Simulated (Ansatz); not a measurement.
# Run report: Al24N25, geometry relaxation (part 1 of 3)

Al24N25 (defect cell, 49 atoms in the cell), computed with DFT PBE, scalar-relativistic, plane waves, PAW, spin-polarised (Ansatz 0.2.0).

The structure derives from a Materials Project entry. Figures and captions count atoms from 1; the log counts them from 0 in places.

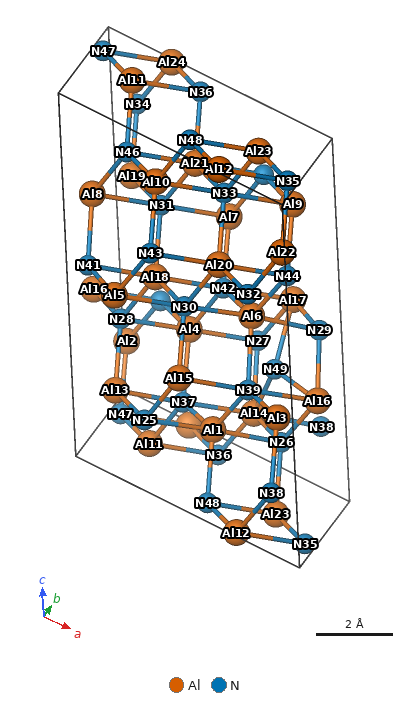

Figure 1. The input geometry (ball-and-stick view of the cell of the calculation, seen slightly off an axis; atoms are numbered from 1 in the order of the input). An atom can appear more than once, as a periodic image.

Input:
```yaml
crystal:
  lattice:
    - [-4.968174, 2.868376, 4.187563]
    - [4.968174, -2.868376, 4.187563]
    - [4.968174, 8.605129, -4.187563]
  atoms:
    - { symbol: Al, position: [0.5402389666, 0.38217446, 0.1696673241] }
    - { symbol: Al, position: [0.0434553234, 0.8821284406, 0.1689204125] }
    - { symbol: Al, position: [0.8769390793, 0.2187312925, 0.3357916159] }
    - { symbol: Al, position: [0.3744825213, 0.7113651829, 0.3343995189] }
    - { symbol: Al, position: [0.2015946753, 0.0415564588, 0.4975623798] }
    - { symbol: Al, position: [0.7044901984, 0.5410737647, 0.5043331507] }
    - { symbol: Al, position: [0.541666, 0.875, 0.666667] }
    - { symbol: Al, position: [0.041666, 0.375, 0.666667] }
    - { symbol: Al, position: [0.875, 0.708334, 0.833333] }
    - { symbol: Al, position: [0.375, 0.208334, 0.833333] }
    - { symbol: Al, position: [0.208333, 0.541667, 0.0] }
    - { symbol: Al, position: [0.708333, 0.041667, 0.0] }
    - { symbol: Al, position: [0.125, 0.291666, 0.166667] }
    - { symbol: Al, position: [0.6317916218, 0.7882950857, 0.1683646394], spin: 0.5 }
    - { symbol: Al, position: [0.458334, 0.125, 0.333333] }
    - { symbol: Al, position: [0.9672448426, 0.6220777517, 0.3363174329], spin: 0.5 }
    - { symbol: Al, position: [0.7966099578, 0.9536917705, 0.5022024521], spin: 0.5 }
    - { symbol: Al, position: [0.291667, 0.458333, 0.5] }
    - { symbol: Al, position: [0.125, 0.791666, 0.666667] }
    - { symbol: Al, position: [0.625, 0.291666, 0.666667] }
    - { symbol: Al, position: [0.458334, 0.625, 0.833333] }
    - { symbol: Al, position: [0.958334, 0.125, 0.833333] }
    - { symbol: Al, position: [0.791667, 0.458333, 0.0] }
    - { symbol: Al, position: [0.291667, 0.958333, 0.0] }
    - { symbol: "N", position: [0.291666, 0.125, 0.166667] }
    - { symbol: "N", position: [0.7904383422, 0.625631885, 0.1667430898], spin: 0.5 }
    - { symbol: "N", position: [0.6243572656, 0.9571761715, 0.3349987985], spin: 0.5 }
    - { symbol: "N", position: [0.125, 0.458334, 0.333333] }
    - { symbol: "N", position: [0.9518217977, 0.7835148659, 0.4964339586], spin: 0.5 }
    - { symbol: "N", position: [0.458333, 0.291667, 0.5] }
    - { symbol: "N", position: [0.291666, 0.625, 0.666667] }
    - { symbol: "N", position: [0.791666, 0.125, 0.666667] }
    - { symbol: "N", position: [0.625, 0.458334, 0.833333] }
    - { symbol: "N", position: [0.125, 0.958334, 0.833333] }
    - { symbol: "N", position: [0.958333, 0.291667, 0.0] }
    - { symbol: "N", position: [0.458333, 0.791667, 0.0] }
    - { symbol: "N", position: [0.3712330039, 0.5377510569, 0.1642929053] }
    - { symbol: "N", position: [0.8771667729, 0.0339686916, 0.1627090886] }
    - { symbol: "N", position: [0.7113859486, 0.3770834746, 0.3321161449] }
    - { symbol: "N", position: [0.208369928, 0.8768361744, 0.3318143226] }
    - { symbol: "N", position: [0.0461269265, 0.2113359846, 0.5015501048] }
    - { symbol: "N", position: [0.539183738, 0.7078574519, 0.4993574269] }
    - { symbol: "N", position: [0.375, 0.041666, 0.666667] }
    - { symbol: "N", position: [0.875, 0.541666, 0.666667] }
    - { symbol: "N", position: [0.708334, 0.875, 0.833333] }
    - { symbol: "N", position: [0.208334, 0.375, 0.833333] }
    - { symbol: "N", position: [0.041667, 0.708333, 0.0] }
    - { symbol: "N", position: [0.541667, 0.208333, 0.0] }
    - { symbol: "N", position: [0.7491963011, 0.7401310329, 0.334595788], spin: 0.5 }
magnetization:
  spin_polarized: true
basis:
  ecutwfc: 420
  fft_grid_basis: typed
kpoints:
  mp_grid: { grid: [2, 2, 2] }
hamiltonian:
  xc: pbe
  pseudopotentials: { kind: paw }
scf:
  occupations: { method: gaussian, width: 0.05 }
output:
  forces: true
  stress: false
  eigenvalues: false
  bader: false
  write_density: false
  volumetric_format: npy
  populations: true
relax:
  adjacent_minimum: "off"
  max_steps: 30
  f_tol: 0.05
```

Hardware: 4 threads of Arm Neoverse V1, 24 GiB of memory available, shared host.

Command:
```bash
ansatz run input.yaml --threads 4 --pin off --max-ram 10240MiB --backend cpu --events-out ev --progress --plain --runs-dir out
```

Log:
```
settings of this run that can trade accuracy for cost: output.eigenvalues: false. Do not mix this run's numbers with those of runs without the same settings; the input reference describes each key
Engine: ansatz 0.2.0, aarch64-unknown-linux-gnu
Pseudopotentials: kind: paw
Pseudopotential: Al, paw, valence charge 3, recommended cutoff 420 eV (normal), Al.paw.azcp
Pseudopotential: N, paw, valence charge 5, recommended cutoff 420 eV (normal), N.paw.azcp
Functional definition: PBE
  parameter kappa = 0.804
  parameter beta = 0.06672455060314922
  exchange = pbe_x(kappa = kappa, mu = beta*pi^2/3)
  correlation = pbe_c(beta = beta)
Crystal: 49 atoms, lattice volume = 477.402 Å³
Basis set: ecut = 420 eV, 9295 PW (Γ), exchange–correlation on 96×96×150 points (8 copies of the dense FFT grid, shifted against one another)
Bands: 150, of which v1, the nominal top of the filled ones, is band 99 counted from 1 (98 counted from 0)
Symmetry: 1 space group operations
Space group: P1 (ITA 1), of the structure as read, at distance tolerance 7.8e-5 Å
Magnetic group: BNS 1.1 (UNI 1), of the structure as read, at distance tolerance 7.8e-5 Å
k-points: 8
Non-local potential: Al, projectors of the file, l = 0: 2, l = 1: 2, l = 2: 1
Non-local potential: N, projectors of the file, l = 0: 2, l = 1: 2, l = 2: 1
PAW form: soft (Blöchl's): semilocal exchange-correlation on the pseudo side does not see the compensation charge
PAW one-centre angular grid: Al, 110 points (default); XC on 64 Gauss nodes
PAW one-centre angular grid: N, 110 points (default); XC on 64 Gauss nodes
Initial density: superposition of atomic densities (chi_scale 0.1, normalization cell, long waves kept (reshape's long-wave potential 0.22 eV rms))
Starting moments: Σ|m| = 3.5 μB on 7 of 49 sites
Initial wavefunctions: pseudopotential atomic-orbital guess
Functional: x = pbe(κ = 0.804, μ = 0.2195149727645171), c = pbe(β = 0.06672455060314922)
SCF iter   1: F=—  HF=-22583.418628 eV  |F-HF|=—  |Δ(HF+E_count)|=         —  Δρ=7.09e-2 (↑6.79e-2 ↓7.09e-2)  dr2=1.08e2  dr2_m=4.75e-1  M=1.000 μB ∫|m|=1.256 μB  β_m=0.30  ethr=3.10e-3  ⟨swp⟩=7.2  Hψ=11180  notcnv=0  defer=204
preconditioner: auto → Resta (q_TF=auto, 2.354 Å⁻¹)  ε∞=3.7  [insulator: Δε(μ)=0.190 eV  Ē_g=14.635 eV  σ=0.050 eV  W_gap=0.99  n_scr=104 (ndim 8)  ℏωp=23.9 eV  f_vac=0.000  D(μ)=0.23/eV (n_scr^D=0)  ε∞_Penn≈3.7]
spin=Collinear: Resta preconditioning applied to the charge; magnetization (m = ρ↑ − ρ↓) channel mixes plain (no charge-response kernel on spin).
SCF iter   2: F=—  HF=-22558.768483 eV  |F-HF|=—  |Δ(HF+E_count)|=    2.47e1  Δρ=3.46e-2 (↑3.31e-2 ↓3.46e-2)  dr2=2.64e1  dr2_m=2.22e-1  M=1.000 μB ∫|m|=1.203 μB  β_m=0.30  ethr=3.10e-3  ⟨swp⟩=2.6  Hψ=4465  notcnv=0  defer=718
SCF iter   3: F=—  HF=-22551.783730 eV  |F-HF|=—  |Δ(HF+E_count)|=    6.98e0  Δρ=1.74e-2 (↑1.73e-2 ↓1.74e-2)  dr2=2.97e0  dr2_m=1.01e-1  M=1.000 μB ∫|m|=1.151 μB  β_m=0.30  ethr=3.10e-3  ⟨swp⟩=2.2  Hψ=4377  notcnv=0  defer=706
SCF iter   4: F=—  HF=-22551.279491 eV  |F-HF|=—  |Δ(HF+E_count)|=   5.04e-1  Δρ=6.08e-3 (↑6.08e-3 ↓5.46e-3)  dr2=2.62e-1  dr2_m=6.71e-2  M=1.000 μB ∫|m|=1.133 μB  β_m=0.30  ethr=1.51e-3  ⟨swp⟩=2.1  Hψ=1837  notcnv=0  defer=706
SCF iter   5: F=—  HF=-22551.307952 eV  |F-HF|=—  |Δ(HF+E_count)|=   2.85e-2  Δρ=3.29e-3 (↑3.29e-3 ↓2.89e-3)  dr2=2.33e-2  dr2_m=3.36e-2  M=1.000 μB ∫|m|=1.105 μB  β_m=0.30  ethr=1.33e-4  ⟨swp⟩=2.0  Hψ=2915  notcnv=0  defer=706
SCF iter   6: F=—  HF=-22551.328777 eV  |F-HF|=—  |Δ(HF+E_count)|=   2.08e-2  Δρ=2.48e-3 (↑2.48e-3 ↓2.22e-3)  dr2=9.59e-3  dr2_m=2.01e-2  M=1.000 μB ∫|m|=1.091 μB  β_m=0.30  ethr=1.18e-5  ⟨swp⟩=2.1  Hψ=3128  notcnv=0  defer=706
SCF iter   7: F=—  HF=-22551.342313 eV  |F-HF|=—  |Δ(HF+E_count)|=   1.35e-2  Δρ=1.70e-3 (↑1.70e-3 ↓1.68e-3)  dr2=2.16e-3  dr2_m=1.18e-2  M=1.000 μB ∫|m|=1.081 μB  β_m=0.30  ethr=4.87e-6  ⟨swp⟩=2.0  Hψ=3270  notcnv=0  defer=706
SCF iter   8: F=—  HF=-22551.349255 eV  |F-HF|=—  |Δ(HF+E_count)|=   6.94e-3  Δρ=1.29e-3 (↑1.28e-3 ↓1.29e-3)  dr2=3.44e-4  dr2_m=7.10e-3  M=1.000 μB ∫|m|=1.075 μB  β_m=0.30  ethr=1.10e-6  ⟨swp⟩=2.0  Hψ=3270  notcnv=0  defer=706
SCF iter   9: F=—  HF=-22551.352276 eV  |F-HF|=—  |Δ(HF+E_count)|=   3.02e-3  Δρ=1.01e-3 (↑1.01e-3 ↓9.68e-4)  dr2=7.91e-5  dr2_m=4.25e-3  M=1.000 μB ∫|m|=1.071 μB  β_m=0.30  ethr=1.75e-7  ⟨swp⟩=2.0  Hψ=3319  notcnv=0  defer=706
Mixer restart at iter 9: flushing history
spin-set hold released at iteration 9 (site moments contracting): the magnetisation degrees of freedom join the quasi-Newton model from the next iteration; the mixer history was flushed
SCF iter  10: F=—  HF=-22551.354016 eV  |F-HF|=—  |Δ(HF+E_count)|=   1.74e-3  Δρ=7.92e-4 (↑7.92e-4 ↓7.48e-4)  dr2=6.84e-5  dr2_m=2.57e-3  M=1.000 μB ∫|m|=1.068 μB  β_m=0.63  ethr=3.17e-8  ⟨swp⟩=4.0  Hψ=5982  notcnv=0
SCF iter  11: F=—  HF=-22551.356600 eV  |F-HF|=—  |Δ(HF+E_count)|=   2.58e-3  Δρ=1.24e-4 (↑8.33e-5 ↓1.24e-4)  dr2=8.84e-5  dr2_m=2.76e-5  M=1.000 μB ∫|m|=1.065 μB  β_m=0.65  ethr=3.17e-8  ⟨swp⟩=4.6  Hψ=7206  notcnv=0
SCF iter  12: F=—  HF=-22551.356608 eV  |F-HF|=—  |Δ(HF+E_count)|=   8.04e-6  Δρ=8.79e-5 (↑8.79e-5 ↓5.33e-5)  dr2=2.06e-5  dr2_m=1.78e-5  M=1.000 μB ∫|m|=1.066 μB  β_m=0.75  ethr=3.17e-8  ⟨swp⟩=2.0  Hψ=5791  notcnv=0
SCF iter  13: F=—  HF=-22551.356624 eV  |F-HF|=—  |Δ(HF+E_count)|=   1.55e-5  Δρ=5.84e-5 (↑5.84e-5 ↓5.05e-5)  dr2=8.01e-6  dr2_m=1.04e-5  M=1.000 μB ∫|m|=1.066 μB  β_m=0.87  ethr=1.04e-8  ⟨swp⟩=3.0  Hψ=5568  notcnv=0
SCF iter  14: F=—  HF=-22551.356641 eV  |F-HF|=—  |Δ(HF+E_count)|=   1.76e-5  Δρ=5.71e-5 (↑5.71e-5 ↓2.63e-5)  dr2=1.87e-5  dr2_m=5.05e-6  M=1.000 μB ∫|m|=1.067 μB  β_m=0.82  ethr=4.06e-9  ⟨swp⟩=3.0  Hψ=5616  notcnv=0
SCF iter  15: F=—  HF=-22551.356649 eV  |F-HF|=—  |Δ(HF+E_count)|=   7.24e-6  Δρ=3.05e-5 (↑2.47e-5 ↓3.05e-5)  dr2=2.89e-6  dr2_m=2.78e-6  M=1.000 μB ∫|m|=1.068 μB  β_m=0.91  ethr=4.06e-9  ⟨swp⟩=3.0  Hψ=5616  notcnv=0
SCF iter  16: F=—  HF=-22551.356658 eV  |F-HF|=—  |Δ(HF+E_count)|=   9.22e-6  Δρ=3.53e-5 (↑3.53e-5 ↓1.76e-5)  dr2=7.90e-6  dr2_m=1.68e-6  M=1.000 μB ∫|m|=1.069 μB  β_m=0.82  ethr=1.47e-9  ⟨swp⟩=3.0  Hψ=5616  notcnv=0
SCF iter  17: F=-22551.356659 eV  HF=-22551.356660 eV  |F-HF|=4.37e-7  |Δ(HF+E_count)|=   1.91e-6  Δρ=1.78e-5 (↑1.78e-5 ↓1.10e-5)  dr2=1.12e-6  dr2_m=7.02e-7  M=1.000 μB ∫|m|=1.070 μB  ethr=1.47e-9  ⟨swp⟩=3.0  Hψ=5232  notcnv=0
SCF 1 converged in 17 iterations: F = -22551.356659 eV  dr2 = 1.12e-6
  greatest PAW one-centre occupation: 0.866 electrons in one spin orbital (limit 2), on the N atom at site 48 (counted from 0), in its partial waves of l = 0
relax step   1: F+E_penalty+E_count = -22551.35665923 eV  Δ(F+E_penalty+E_count) = +0.000e0 eV  max|allowed force component| = 3.306e0 eV/Å  Δτ_max = 0.0000 Å  (17 SCF iters, dr2 threshold 6.25e-5 eV, accepted)
Initial density: handed on by an earlier stage of this run
Starting moments: Σ|m| = 3.5 μB on 7 of 49 sites; this step starts from the density that it was given
Initial wavefunctions: those handed on with the density
iter 1 solved again at ethr=1.59e-4 eV; its pass at ethr=3.10e-3 eV (dr2=3.13e-1 eV) is discarded
SCF iter   1: F=—  HF=-22552.717266 eV  |F-HF|=—  |Δ(HF+E_count)|=         —  Δρ=6.31e-3 (↑5.09e-3 ↓6.31e-3)  dr2=3.13e-1  dr2_m=2.96e-2  M=1.000 μB ∫|m|=1.077 μB  β_m=0.30  ethr=1.59e-4  ⟨swp⟩=1.1  Hψ=8913  notcnv=0  defer=703
preconditioner: auto → Resta (q_TF=auto, 2.354 Å⁻¹)  ε∞=4.1  [insulator: Δε(μ)=0.644 eV  Ē_g=13.585 eV  σ=0.050 eV  W_gap=1.00  n_scr=104 (ndim 8)  ℏωp=23.9 eV  f_vac=0.000  D(μ)=0.00/eV (n_scr^D=0)  ε∞_Penn≈4.1]
spin=Collinear: Resta preconditioning applied to the charge; magnetization (m = ρ↑ − ρ↓) channel mixes plain (no charge-response kernel on spin).
SCF iter   2: F=—  HF=-22552.687899 eV  |F-HF|=—  |Δ(HF+E_count)|=   2.94e-2  Δρ=4.22e-3 (↑3.39e-3 ↓4.22e-3)  dr2=1.08e-1  dr2_m=1.61e-2  M=1.000 μB ∫|m|=1.075 μB  β_m=0.51  ethr=1.59e-4  ⟨swp⟩=2.0  Hψ=1808  notcnv=0  defer=703
SCF iter   3: F=—  HF=-22552.685003 eV  |F-HF|=—  |Δ(HF+E_count)|=   2.90e-3  Δρ=1.34e-3 (↑1.16e-3 ↓1.34e-3)  dr2=1.54e-2  dr2_m=2.03e-3  M=1.000 μB ∫|m|=1.075 μB  β_m=0.53  ethr=5.49e-5  ⟨swp⟩=2.0  Hψ=3292  notcnv=0  defer=703
SCF iter   4: F=—  HF=-22552.685394 eV  |F-HF|=—  |Δ(HF+E_count)|=   3.91e-4  Δρ=4.08e-4 (↑4.08e-4 ↓3.76e-4)  dr2=1.50e-3  dr2_m=2.25e-4  M=1.000 μB ∫|m|=1.074 μB  β_m=0.58  ethr=7.84e-6  ⟨swp⟩=2.0  Hψ=3839  notcnv=0  defer=703
SCF iter   5: F=—  HF=-22552.685475 eV  |F-HF|=—  |Δ(HF+E_count)|=   8.06e-5  Δρ=1.56e-4 (↑1.56e-4 ↓1.55e-4)  dr2=2.94e-4  dr2_m=2.99e-5  M=1.000 μB ∫|m|=1.074 μB  β_m=0.63  ethr=7.63e-7  ⟨swp⟩=2.0  Hψ=3410  notcnv=0  defer=708
iter 6 did not close the SCF: its close was put off for a magnetic moment that had not settled (scf_convergence_deferred on its scf_iter line)
SCF iter   6: F=-22552.685469 eV  HF=-22552.685490 eV  |F-HF|=2.10e-5  |Δ(HF+E_count)|=   1.48e-5  Δρ=7.08e-5 (↑4.69e-5 ↓7.08e-5)  dr2=4.23e-5  dr2_m=5.96e-6  M=1.000 μB ∫|m|=1.074 μB  β_m=0.61  ethr=5.08e-8  ⟨swp⟩=1.6  Hψ=5767  notcnv=0
SCF iter   7: F=-22552.685492 eV  HF=-22552.685491 eV  |F-HF|=1.01e-6  |Δ(HF+E_count)|=   1.40e-6  Δρ=2.51e-5 (↑2.07e-5 ↓2.51e-5)  dr2=3.40e-6  dr2_m=1.04e-6  M=1.000 μB ∫|m|=1.074 μB  ethr=2.15e-8  ⟨swp⟩=1.0  Hψ=5715  notcnv=0
SCF 2 converged in 7 iterations: F = -22552.685492 eV  dr2 = 3.40e-6
  greatest PAW one-centre occupation: 0.858 electrons in one spin orbital (limit 2), on the N atom at site 48 (counted from 0), in its partial waves of l = 0
relax step   2: F+E_penalty+E_count = -22552.68549214 eV  Δ(F+E_penalty+E_count) = -1.329e0 eV  max|allowed force component| = 2.451e0 eV/Å  Δτ_max = 0.1030 Å  (7 SCF iters, dr2 threshold 1.00e-4 eV, accepted)
[... from here on the SCF iterations and repeated set-up lines of each step are left out, up to the last step ...]
SCF 3 converged in 8 iterations: F = -22553.435374 eV  dr2 = 1.39e-6
relax step   3: F+E_penalty+E_count = -22553.43537409 eV  Δ(F+E_penalty+E_count) = -7.499e-1 eV  max|allowed force component| = 1.885e0 eV/Å  Δτ_max = 0.2000 Å  (8 SCF iters, dr2 threshold 1.00e-4 eV, accepted)
SCF 4 converged in 9 iterations: F = -22554.201810 eV  dr2 = 1.49e-6
relax step   4: F+E_penalty+E_count = -22554.20181024 eV  Δ(F+E_penalty+E_count) = -7.664e-1 eV  max|allowed force component| = 3.315e0 eV/Å  Δτ_max = 0.1950 Å  (9 SCF iters, dr2 threshold 1.00e-4 eV, accepted)
SCF 5 converged in 6 iterations: F = -22554.812465 eV  dr2 = 1.08e-5
relax step   5: F+E_penalty+E_count = -22554.81246473 eV  Δ(F+E_penalty+E_count) = -6.107e-1 eV  max|allowed force component| = 2.474e0 eV/Å  Δτ_max = 0.1949 Å  (6 SCF iters, dr2 threshold 1.00e-4 eV, accepted)
SCF 6 converged in 6 iterations: F = -22555.177130 eV  dr2 = 4.81e-6
relax step   6: F+E_penalty+E_count = -22555.17713009 eV  Δ(F+E_penalty+E_count) = -3.647e-1 eV  max|allowed force component| = 6.041e-1 eV/Å  Δτ_max = 0.1269 Å  (6 SCF iters, dr2 threshold 1.00e-4 eV, accepted)
SCF 7 converged in 6 iterations: F = -22555.418159 eV  dr2 = 8.90e-6
relax step   7: F+E_penalty+E_count = -22555.41815925 eV  Δ(F+E_penalty+E_count) = -2.410e-1 eV  max|allowed force component| = 4.211e-1 eV/Å  Δτ_max = 0.2000 Å  (6 SCF iters, dr2 threshold 2.28e-5 eV, accepted)
SCF 8 converged in 7 iterations: F = -22555.582224 eV  dr2 = 3.51e-6
relax step   8: F+E_penalty+E_count = -22555.58222427 eV  Δ(F+E_penalty+E_count) = -1.641e-1 eV  max|allowed force component| = 5.264e-1 eV/Å  Δτ_max = 0.2000 Å  (7 SCF iters, dr2 threshold 1.11e-5 eV, accepted)
SCF 9 converged in 6 iterations: F = -22555.680188 eV  dr2 = 7.87e-6
```
